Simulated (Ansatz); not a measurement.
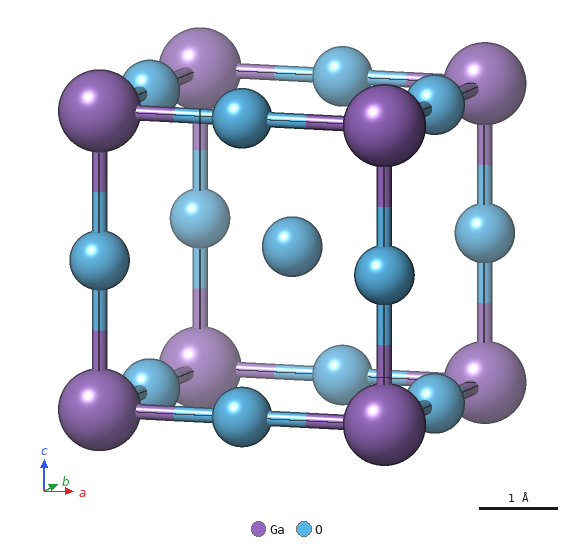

Ball-and-stick drawing of the structure, looking slightly off an axis. Lines trace the edges of the conventional unit cell. Cell: a = 3.90 Å, b = 3.90 Å, c = 3.90 Å, α = 90.00°, β = 90.00°, γ = 90.00°.

Provenance: a random cell made by a generator, so it need not be a real form of the compound. Earlier steps of the study, as a rule a relaxation of our own, may have changed the cell and positions, so they can lie some per cent off the listed ones. It was the input of a calculation with Ansatz.

Question: State composition, symmetry and coordination.

Answer: Its composition is GaO4. The atoms follow space group Pm-3m (No. 221); the Bravais lattice is primitive cubic. It has 5 atoms to the cell (1 Ga, 4 O). About every Ga there are six O in an octahedral arrangement at about 2.0 Å. O takes two kinds of site: 1b with no bonds drawn; 3d with two Ga in a linear arrangement at about 2.0 Å. The bonds build a three-dimensional framework; some O atoms get no bond from the drawing's distance rule.

Level of theory and settings: DFT PBE, scalar-relativistic, plane waves, PAW in Ansatz 0.2.0, a cutoff energy of 420 eV, the zone sampled with 10×10×10 points, Gaussian smearing of 0.1 eV, collinear spins.

Question: Which atoms carry magnetic moments in this run, and how do they order?

Answer: The state reached is ferromagnetic. Sizes: O 0.9 to 1.9 μB; net moment 5.0 μB in the run's cell of 5 atoms.

Question: Does it come out as a metal, or with a gap?

Answer: A metal: bands cross the Fermi level.

Question: Give the Bader charge of each element.

Answer: Ga +2.00 e; O -0.66 to -0.03 e.

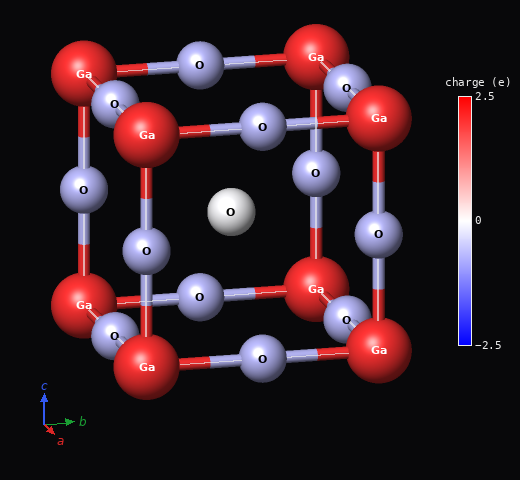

The atoms coloured by those charges. The run's cell of 5 atoms is drawn.

Question: Is the geometry at rest?

Answer: Yes. All forces vanish to within 0.01 eV/Å. The pressure is 0.0 GPa, close to zero.
